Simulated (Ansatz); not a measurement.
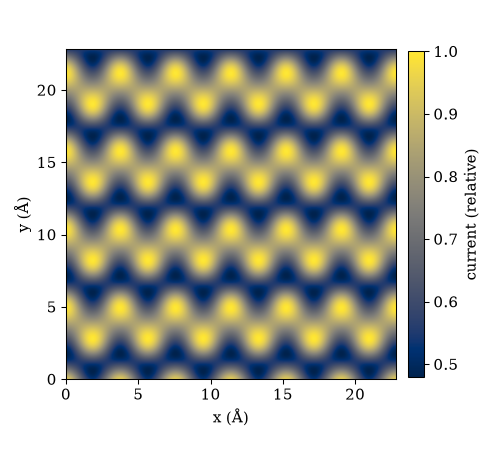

Simulated STM image (constant-height image 5.0 Å above the topmost atom, sample bias +0.50 V).

Model: Tersoff–Hamann, s-wave tip, no tip–sample forces. Bias windows are sharp sums over the levels of the k mesh.

What is the lattice of this pattern?

Answer. The pattern repeats on a rectangular lattice with shortest vectors of 3.8 Å and 5.4 Å at 90°, a cell of 20.9 Å², with 2 maxima above 60 % of the range in each cell.

The surface:

Si(110) (Fd-3m bulk, 6 atomic planes (those closer than 0.6 Å count as one), 9 Å). The brightest spots lie over points 1.1 Å to the side of the top Si atoms; the darkest points are over points 1.3 Å to the side of the top Si atoms.

Method: DFT PBEsol, scalar-relativistic, plane waves, PAW (Ansatz 0.2.0). Cutoff 420 eV, 22 × 16 k-points, Gaussian smearing 0.1 eV, dipole correction. The slab is a cut without reconstruction beyond its cell, at the source's lattice constants, with its lower half held fixed and the rest relaxed. Real surfaces of this element reconstruct in larger cells, which this cell doesn't allow. No spin polarisation. The run warns that the functional's potential is rough in the thin density of the vacuum, where the tip is; weak contrasts and barriers may feel it.
